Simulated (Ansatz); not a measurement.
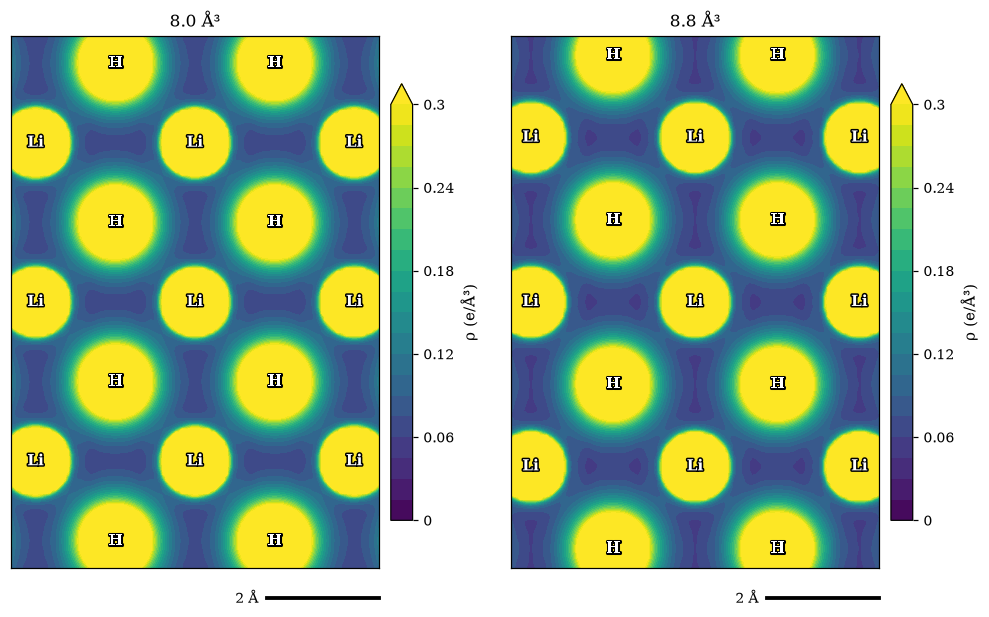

LiH. The valence electron density of cells scaled evenly to different volumes (given per atom above each panel), on the (101) plane of each (indices in the axes of the cell below), at one length scale and on one colour scale.

All numbers below come from DFT PBE, scalar-relativistic, plane waves, PAW in Ansatz 0.2.0.

In a PAW calculation such maps are meaningful between the atoms, not at the nuclei.

The largest cell:

```yaml
crystal:
  lattice:
    - [0.00000, 2.06807, 2.06807]
    - [2.06807, 0.00000, 2.06807]
    - [2.06807, 2.06807, 0.00000]
  atoms:
    - { symbol: Li, position: [0.00000, 0.00000, 0.00000] }
    - { symbol: H, position: [0.50000, 0.50000, 0.50000] }
```

| volume (Å³/atom) | Li–H contact in the plane (Å) | ρ at its midpoint (e/Å³) | pressure (GPa) | gap on the mesh (eV) | 
| --- | --- | --- | --- | --- |
| 8.04 | 2.003 | 0.126 | 0.0 | 2.98 | 
| 8.52 | 2.043 | ? | ? | ? | 
| 8.84 | 2.068 | 0.113 | −3.0 | 3.05 | 

Question: Estimate the missing row, and compare with the calculation.

Answer: Over the known rows ln ρ falls by 1.68 per Å of Li–H distance (the line through the two), which gives 0.118 e/Å³ at 2.043 Å; the calculation gives 0.118 e/Å³. For the pressure, a straight line in volume between the neighbouring rows gives −1.8 GPa; the calculation gives −1.9. For the gap on the mesh, a straight line in volume between the neighbouring rows gives 3.02 eV; the calculation gives 3.03.
